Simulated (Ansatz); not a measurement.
# Geometry relaxation of CdS (part 2 of 2)

Continued. System: CdS (P1, 8 atoms in the cell). Method: DFT, PBEsol, plane waves, PAW, no spin polarisation (Ansatz 0.2.0); cutoff 420 eV, 6×6×4 k-mesh, Fermi–Dirac smearing of 0.05 eV. The structure derives from a Materials Project entry.

Geometry of the input (Å; fractional positions):
```
8.2098  0.0587  -0.0429
-2.0270  3.5301  -0.0058
-0.0349  -0.0309  6.7822
Cd 0.3435  0.2846  0.4699
Cd 0.1502  0.6027  0.0227
S  0.3414  0.4275  0.8806
S  0.1833  0.6643  0.3521
Cd 0.8503  0.3702  0.5193
Cd 0.6545  0.5990  -0.0016
S  0.8517  0.3882  0.8505
S  0.6374  0.6303  0.3913
```

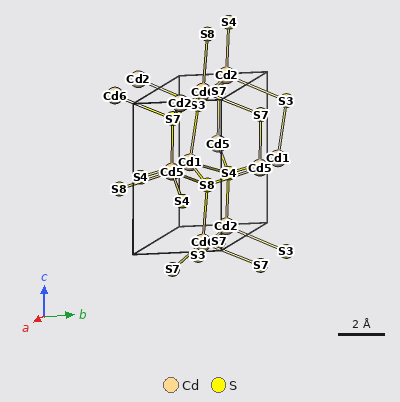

Figure 1. The geometry at step 2 of the log (ball-and-stick view of the cell of the calculation, seen slightly off an axis; neighbours outside the cell are drawn fainter; atoms are numbered from 1 in the order of the input).

**The program's output, continued**
```
SCF iter   1: F=—  HF=-36280.908419 eV  |F-HF|=—  |Δ(HF+E_count)|=         —  Δρ=4.25e-3  dr2=1.93e-2  ethr=1.86e-5  ⟨swp⟩=2.2  Hψ=21572  notcnv=0
preconditioner: auto → Resta (q_TF=auto, 2.452 Å⁻¹)  ε∞=4.9  [insulator: Δε(μ)=1.090 eV  Ē_g=11.425 eV  σ=0.050 eV  W_gap=1.00  n_scr=46 (ndim 8)  ℏωp=22.4 eV  f_vac=0.115  D(μ)=0.00/eV (n_scr^D=0)  ε∞_Penn≈4.9]
SCF iter   2: F=—  HF=-36280.904480 eV  |F-HF|=—  |Δ(HF+E_count)|=   3.94e-3  Δρ=2.19e-3  dr2=4.01e-3  ethr=1.85e-5  ⟨swp⟩=2.2  Hψ=7176  notcnv=0
SCF iter   3: F=—  HF=-36280.904054 eV  |F-HF|=—  |Δ(HF+E_count)|=   4.26e-4  Δρ=3.76e-4  dr2=2.26e-4  ethr=3.86e-6  ⟨swp⟩=2.0  Hψ=6808  notcnv=0
SCF iter   4: F=—  HF=-36280.904212 eV  |F-HF|=—  |Δ(HF+E_count)|=   1.58e-4  Δρ=1.41e-4  dr2=3.83e-5  ethr=2.18e-7  ⟨swp⟩=2.0  Hψ=8101  notcnv=0
SCF iter   5: F=—  HF=-36280.904210 eV  |F-HF|=—  |Δ(HF+E_count)|=   1.59e-6  Δρ=4.15e-5  dr2=4.17e-6  ethr=3.68e-8  ⟨swp⟩=2.0  Hψ=8408  notcnv=0
SCF iter   6: F=-36280.904213 eV  HF=-36280.904213 eV  |F-HF|=1.56e-7  |Δ(HF+E_count)|=   2.74e-6  Δρ=9.76e-6  dr2=3.55e-7  ethr=7.69e-10  ⟨swp⟩=4.0  Hψ=15732  notcnv=0
SCF 4 converged in 6 iterations: F = -36280.904213 eV  dr2 = 3.55e-7
  greatest PAW one-centre occupation: 1.000 electrons in one spin orbital (limit 2), on the Cd atom at site 0 (counted from 0), in its partial waves of l = 0
relax step   4: F+E_penalty+E_count = -36280.90421306 eV  Δ(F+E_penalty+E_count) = -8.047e-2 eV  max|allowed force component| = 8.134e-3 eV/Å  Δτ_max = 0.0928 Å  P = +0.096 GPa  Ω = 197.342 Å³  energy of the carried Pulay correction = +1.949e-6 eV  (6 SCF iters, dr2 threshold 8.00e-7 eV, accepted)
Crystal: 8 atoms, lattice volume = 197.656 Å³
Basis set: ecut = 420 eV, 3869 PW (Γ), exchange–correlation on 120×60×96 points (8 copies of the dense FFT grid, shifted against one another)
iter 1 solved again at ethr=1.01e-7 eV; its pass at ethr=3.10e-3 eV (dr2=1.05e-4 eV) is discarded
SCF iter   1: F=—  HF=-36280.904288 eV  |F-HF|=—  |Δ(HF+E_count)|=         —  Δρ=3.24e-4  dr2=9.38e-5  ethr=1.01e-7  ⟨swp⟩=3.0  Hψ=21027  notcnv=0
preconditioner: auto → Resta (q_TF=auto, 2.451 Å⁻¹)  ε∞=4.9  [insulator: Δε(μ)=1.091 eV  Ē_g=11.412 eV  σ=0.050 eV  W_gap=1.00  n_scr=46 (ndim 8)  ℏωp=22.4 eV  f_vac=0.114  D(μ)=0.00/eV (n_scr^D=0)  ε∞_Penn≈4.9]
SCF iter   2: F=—  HF=-36280.904306 eV  |F-HF|=—  |Δ(HF+E_count)|=   1.80e-5  Δρ=1.72e-4  dr2=2.40e-5  ethr=9.02e-8  ⟨swp⟩=2.0  Hψ=7230  notcnv=0
SCF iter   3: F=—  HF=-36280.904411 eV  |F-HF|=—  |Δ(HF+E_count)|=   1.05e-4  Δρ=2.55e-5  dr2=1.46e-6  ethr=2.31e-8  ⟨swp⟩=2.3  Hψ=7550  notcnv=0
SCF iter   4: F=—  HF=-36280.904411 eV  |F-HF|=—  |Δ(HF+E_count)|=   3.08e-7  Δρ=1.10e-5  dr2=2.24e-7  ethr=1.41e-9  ⟨swp⟩=2.0  Hψ=7218  notcnv=0
SCF iter   5: F=-36280.904411 eV  HF=-36280.904411 eV  |F-HF|=1.90e-8  |Δ(HF+E_count)|=   9.42e-9  Δρ=3.60e-6  dr2=2.79e-8  ethr=3.47e-11  ⟨swp⟩=4.0  Hψ=15431  notcnv=0
SCF 5 converged in 5 iterations: F = -36280.904411 eV  dr2 = 2.79e-8
relax step   5: F+E_penalty+E_count = -36280.90441128 eV  Δ(F+E_penalty+E_count) = -1.982e-4 eV  max|allowed force component| = 6.320e-4 eV/Å  Δτ_max = 0.0055 Å  P = -0.001 GPa  Ω = 197.656 Å³  energy of the carried Pulay correction = -4.512e-5 eV  (5 SCF iters, dr2 threshold 3.61e-8 eV, accepted)
Basis set: ecut = 420 eV, 3869 PW (Γ), exchange–correlation on 120×60×90 points (8 copies of the dense FFT grid, shifted against one another)
Initial wavefunctions: pseudopotential atomic-orbital guess (no wavefunctions were taken with the density)
iter 1 solved again at ethr=1.58e-7 eV; its pass at ethr=3.10e-3 eV (dr2=1.64e-4 eV) is discarded
SCF iter   1: F=—  HF=-36280.904435 eV  |F-HF|=—  |Δ(HF+E_count)|=         —  Δρ=2.41e-5  dr2=2.05e-7  ethr=1.58e-7  ⟨swp⟩=3.0  Hψ=30747  notcnv=0
preconditioner: auto → Resta (q_TF=auto, 2.451 Å⁻¹)  ε∞=4.9  [insulator: Δε(μ)=1.092 eV  Ē_g=11.412 eV  σ=0.050 eV  W_gap=1.00  n_scr=46 (ndim 8)  ℏωp=22.4 eV  f_vac=0.115  D(μ)=0.00/eV (n_scr^D=0)  ε∞_Penn≈4.9]
SCF iter   2: F=—  HF=-36280.904432 eV  |F-HF|=—  |Δ(HF+E_count)|=   2.83e-6  Δρ=1.24e-5  dr2=5.80e-8  ethr=1.97e-10  ⟨swp⟩=2.0  Hψ=7469  notcnv=0
SCF iter   3: F=—  HF=-36280.904432 eV  |F-HF|=—  |Δ(HF+E_count)|=   1.22e-7  Δρ=1.08e-6  dr2=2.96e-9  ethr=5.57e-11  ⟨swp⟩=2.2  Hψ=7974  notcnv=0
SCF iter   4: F=—  HF=-36280.904432 eV  |F-HF|=—  |Δ(HF+E_count)|=   1.47e-9  Δρ=4.74e-7  dr2=8.22e-10  ethr=2.84e-12  ⟨swp⟩=2.7  Hψ=7952  notcnv=0
SCF iter   5: F=—  HF=-36280.904432 eV  |F-HF|=—  |Δ(HF+E_count)|=  9.09e-10  Δρ=2.34e-7  dr2=8.31e-11  ethr=1.00e-12  ⟨swp⟩=2.0  Hψ=7465  notcnv=0
SCF iter   6: F=-36280.904432 eV  HF=-36280.904432 eV  |F-HF|=0.00e0  |Δ(HF+E_count)|=  5.09e-11  Δρ=9.63e-8  dr2=8.84e-12  ethr=1.00e-12  ⟨swp⟩=4.0  Hψ=14056  notcnv=0
SCF 6 converged in 6 iterations: F = -36280.904432 eV  dr2 = 8.84e-12
relax step   6: F+E_penalty+E_count = -36280.90443203 eV  Δ(F+E_penalty+E_count) = -2.075e-5 eV  max|allowed force component| = 6.411e-4 eV/Å  Δτ_max = 0.0000 Å  P = -0.002 GPa  Ω = 197.656 Å³  stress off target by 8.90e-3 GPa  SCF on the basis re-selected at this cell (its energy is not comparable with the rows above)  (6 SCF iters)
basis re-selected at this cell: Δ(F+E_penalty+E_count) = -2.075e-5 eV, ΔP = -0.002 GPa vs the last step (what re-selecting the basis moved, of the pressure what is left beyond the Pulay correction that the steps carried, after the strain that the cell walked since its last selection, with what the two solves' SCF thresholds leave and, on support functions, any second-order correction that the steps lacked; it is no measure of the basis error at this ecutwfc). The dense FFT grid was sized anew with the basis: this SCF ran on 60×30×45 points, the steps before it on 60×30×48, so part of this shift can come from that change (see relax.cell in the input reference). This SCF's stress stands 8.90e-3 GPa from its target on what of the cell is left free (relax.cell.stress_tol is 5.00e-2 GPa) and its largest allowed force component is 6.41e-4 eV/Å (relax.f_tol is 1.00e-2 eV/Å): within both
SCF converged after 6 iterations
Free energy (F): -36280.904432 eV
Harris-Foulkes:  -36280.904432 eV  (|F-HF|=0.00e0)
Internal energy: -36280.904431 eV  (E = F + TS)
E sigma→0 (E₀):  -36280.904432 eV
Entropy (-TS):   -0.000001 eV (-0.000 meV/atom)
Fermi energy:    7.441599 eV
--- Per-component energies (eV) ---
  E_band       = -2030.910829
  E_kinetic    = 2445.465063
  E_local      = -16047.270691  (includes V_loc(G=0)·N_el)
  E_nonlocal   = 261.732015
  E_hartree    = 7360.247295
  E_xc         = -1085.120118
  E_vxc        = -1232.059143  (∫ρ·V_xc dr)
  E_paw        = -18392.925904  (= ΣΔE_a)
  E_vpaw       = -2179.272891  (= ΣTr[D̂ρ^β])
  E_aug_tail   = 0.000058  (compensation charges beyond the density's cutoff)
  E_ewald      = -10824.647784
  E_core_change = 1.615636  (= ΣΔE_core)
  E_smearing   = -0.000001  (= −TS)
  E_closure    = -0.000000  (closes the sum)
  Σ components = -36280.904432   (vs F -36280.904432, Δ=0.00e0)
--- Forces (eV/Å), atoms counted from 1 ---
  atom   1  Cd    -0.00020526     0.00039440     0.00007960
  atom   2  Cd     0.00013497    -0.00064115    -0.00024842
  atom   3  S      0.00052767     0.00019979     0.00016112
  atom   4  S     -0.00044209     0.00009890    -0.00015625
  atom   5  Cd     0.00019586    -0.00031645    -0.00007311
  atom   6  Cd    -0.00003039     0.00030697     0.00011367
  atom   7  S      0.00020445     0.00036634    -0.00002448
  atom   8  S     -0.00038516    -0.00040881     0.00015219
  max |Σ_I F_I| component: 4.33e-6 eV/Å
--- Stress (GPa, compression-positive) ---
        0.001818       0.001431      -0.000069
        0.001431      -0.004477       0.004201
       -0.000069       0.004201      -0.004717
  P = ⅓ Tr σ = -0.0025 GPa (-0.025 kbar)
--- Relaxed structure (5 steps of the walk, 5 accepted, 1 SCFs on fresh bases) ---
  F+E_penalty+E_count = -36280.90443203 eV   max|allowed force component| = 6.411e-4 eV/Å   (the final SCF, on the basis selected at the relaxed cell)
  cell:  # Å, volume = 197.6557 Å³
    - [8.246143303504091, -0.002177414755793974, 1.0329728050754994e-5]
    - [-2.0624899951119953, 3.572810474196004, -0.0005184657474043234]
    - [4.7383634993396206e-5, -0.000970695048537442, 6.709880456395413]
  atoms:
    - { symbol: Cd, position: [0.3349856956842502, 0.32918456050111233, 0.4973216232502693] }
    - { symbol: Cd, position: [0.16814894528997024, 0.662606548436949, -0.002648739600796213] }
    - { symbol: S, position: [0.33469199381425974, 0.3290352380968734, 0.8738625739443273] }
    - { symbol: S, position: [0.16838448824757693, 0.662595629038688, 0.37388374409401987] }
    - { symbol: Cd, position: [0.8349711588619314, 0.32937681888439124, 0.4973398125161828] }
    - { symbol: Cd, position: [0.6681309282979279, 0.66239504910391, -0.0026864255086547655] }
    - { symbol: S, position: [0.8347071558169943, 0.328912924415238, 0.8738757736893525] }
    - { symbol: S, position: [0.6683933126870891, 0.6627590525228377, 0.3738576814152992] }
```

**Trajectory as extended XYZ (Å, eV, eV/Å), 6 frames, from step=1 to step=6**
```
8
Lattice="8.2098 0.0587 -0.0429 -2.0270 3.5301 -0.0058 -0.0349 -0.0309 6.7822" Properties=species:S:1:pos:R:3:forces:R:3 step=1 energy=-36278.59664 pressure_GPa=5.39
Cd    2.2270    1.0104    3.1706   -2.5201  -0.4660   1.8020
Cd    0.0109    2.1356    0.1441   -1.5637   1.0112  -1.4829
S     1.9053    1.5020    5.9552    1.9525  -1.3771  -1.7631
S     0.1458    2.3450    2.3765   -0.8374  -1.3658   2.4791
Cd    6.2126    1.3408    3.4834   -0.0743  -0.2808  -2.5821
Cd    4.1592    2.1530   -0.0425   -0.5025   0.5279   0.4704
S     6.1759    1.3941    5.7297    0.1121  -0.6235   2.4229
S     3.9420    2.2503    2.6229    3.4336   2.5740  -1.3464
8
Lattice="8.2761 0.0537 -0.0172 -2.0452 3.4940 0.0080 -0.0143 0.0078 6.7571" Properties=species:S:1:pos:R:3:forces:R:3 step=2 energy=-36280.28855 pressure_GPa=1.67
Cd    2.2429    1.0773    3.2537   -0.8223   0.1361   0.6988
Cd    0.0179    2.1636    0.1080   -0.3981   0.8222  -0.6383
S     1.9971    1.4065    5.8211    0.6197  -0.9512  -0.3320
S     0.0563    2.2774    2.4918   -0.0029  -0.4564   0.6299
Cd    6.2449    1.3037    3.4456   -0.1223  -0.1642  -0.8411
Cd    4.1476    2.1692   -0.0036   -0.1653   0.6414   0.1567
S     6.2263    1.3378    5.8238    0.0171  -0.6449   0.9571
S     4.1108    2.3675    2.5698    0.8742   0.6170  -0.6312
8
Lattice="8.1910 -0.0042 -0.0021 -2.0498 3.5663 -0.0198 -0.0012 -0.0389 6.7031" Properties=species:S:1:pos:R:3:forces:R:3 step=3 energy=-36280.82374 pressure_GPa=0.76
Cd    2.1398    1.1041    3.2811   -0.3911   0.0557   0.2711
Cd    0.0098    2.3746    0.0078   -0.1598   0.3152  -0.2984
S     2.0095    1.1862    5.8311    0.2477  -0.3694  -0.1096
S     0.0374    2.3248    2.4677    0.0349  -0.1889   0.3017
Cd    6.1684    1.1989    3.3777   -0.0742  -0.0694  -0.3833
Cd    4.1086    2.3038   -0.0351   -0.0565   0.2630   0.0573
S     6.1683    1.1441    5.8280   -0.0093  -0.2624   0.4283
S     4.0885    2.3581    2.5138    0.4083   0.2562  -0.2670
8
Lattice="8.2368 -0.0049 -0.0002 -2.0614 3.5739 -0.0031 -0.0001 -0.0060 6.7061" Properties=species:S:1:pos:R:3:forces:R:3 step=4 energy=-36280.90421 pressure_GPa=0.10
Cd    2.0848    1.1695    3.3323   -0.0004   0.0032   0.0056
Cd    0.0173    2.3719   -0.0175   -0.0080  -0.0076  -0.0061
S     2.0735    1.1691    5.8581    0.0049  -0.0031   0.0004
S     0.0248    2.3631    2.5068   -0.0032   0.0038  -0.0050
Cd    6.1988    1.1734    3.3352   -0.0052  -0.0039  -0.0043
Cd    4.1359    2.3608   -0.0218    0.0066   0.0071   0.0009
S     6.1966    1.1624    5.8591    0.0012   0.0034   0.0081
S     4.1403    2.3663    2.5040    0.0042  -0.0029   0.0006
8
Lattice="8.2461 -0.0022 0.0000 -2.0625 3.5728 -0.0005 0.0000 -0.0010 6.7099" Properties=species:S:1:pos:R:3:forces:R:3 step=5 energy=-36280.90441 pressure_GPa=-0.00
Cd    2.0834    1.1749    3.3368   -0.0002   0.0004   0.0001
Cd    0.0200    2.3670   -0.0181    0.0001  -0.0006  -0.0002
S     2.0813    1.1740    5.8633    0.0005   0.0002   0.0002
S     0.0219    2.3666    2.5084   -0.0005   0.0001  -0.0002
Cd    6.2060    1.1745    3.3369    0.0002  -0.0003   0.0000
Cd    4.1433    2.3652   -0.0184    0.0000   0.0003   0.0001
S     6.2048    1.1725    5.8634    0.0002   0.0004   0.0000
S     4.1448    2.3661    2.5082   -0.0004  -0.0004   0.0001
8
Lattice="8.2461 -0.0022 0.0000 -2.0625 3.5728 -0.0005 0.0000 -0.0010 6.7099" Properties=species:S:1:pos:R:3:forces:R:3 step=6 energy=-36280.90443 pressure_GPa=-0.00
Cd    2.0834    1.1749    3.3368   -0.0002   0.0004   0.0001
Cd    0.0200    2.3670   -0.0181    0.0001  -0.0006  -0.0002
S     2.0813    1.1740    5.8633    0.0005   0.0002   0.0002
S     0.0219    2.3666    2.5084   -0.0004   0.0001  -0.0002
Cd    6.2060    1.1745    3.3369    0.0002  -0.0003  -0.0001
Cd    4.1433    2.3652   -0.0184    0.0000   0.0003   0.0001
S     6.2048    1.1725    5.8634    0.0002   0.0004   0.0000
S     4.1448    2.3661    2.5082   -0.0004  -0.0004   0.0002
```

**Results in brief**

```tsv
quantity	value
outcome	converged
space group (tolerance 0.01 Å)	P1 (1) → P6₃mc (186)
electrons treated	104
free energy	−36280.9044 eV
Fermi energy	7.442 eV
pressure	0.00 GPa
final volume	197.66 Å³
largest force (length of the vector) at the end	0.001 eV/Å
final cell	a = 8.246 Å, b = 4.125 Å, c = 6.710 Å, α = 90.01°, β = 90.00°, γ = 120.01°
hardware	2 threads of Arm Neoverse V2, 24 GiB of memory available, shared host
wall time	2.6 min (CPU time 5.3 min)
peak memory	0.88 GiB
```
